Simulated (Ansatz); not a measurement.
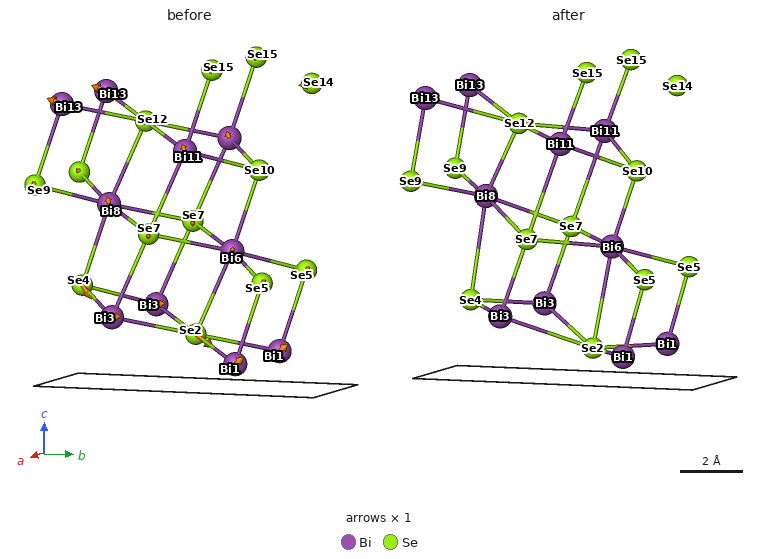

The structure of a slab of composition Bi2Se3 (cut from the R-3m phase) before (left) and after (right) a relaxation, at one scale. The orange arrows give the displacements, at their true length.

A ball-and-stick model of the cell of the calculation, outlined in the plane, without the vacuum (origin shifted), seen slightly off an axis.

The slab is the (0 1 2) face of Bi2Se3.

Method: DFT PBE+D3(BJ), scalar-relativistic, plane waves, PAW in Ansatz. Settings: plane-wave cutoff 420 eV; k-point mesh 8 × 4 × 1; occupations gaussian; smearing width 0.05 eV; no spin polarisation; dipole correction; atoms relaxed in a fixed cell; force threshold 0.02 eV/Å; at most 60 steps.

### Summarise the run.

The energy falls by 1.306 eV per cell of the calculation in 9 geometry steps. The largest force component goes from 1.5 to 0.018 eV/Å. The atom that moves furthest relative to the layer's centre is Se2 (0.77 Å at 56° to the normal (−c side)). By element the largest moves are Se 0.77 Å, Bi 0.57 Å. The lattice vectors keep their values. Near-neighbour distances that change, for instance: Se4–Bi8 2.863 → 3.479 Å, Bi8–Se12 3.069 → 2.694 Å, Se2–Bi6 3.069 → 3.435 Å, Se2–Bi3 3.069 → 3.427 Å. Bond angles that change, for instance: Bi6–Se7–Bi8 180.0° → 166.4°, Se2–Bi1–Se2 84.9° → 97.2°, Bi1–Se2–Bi1 84.9° → 97.2°.
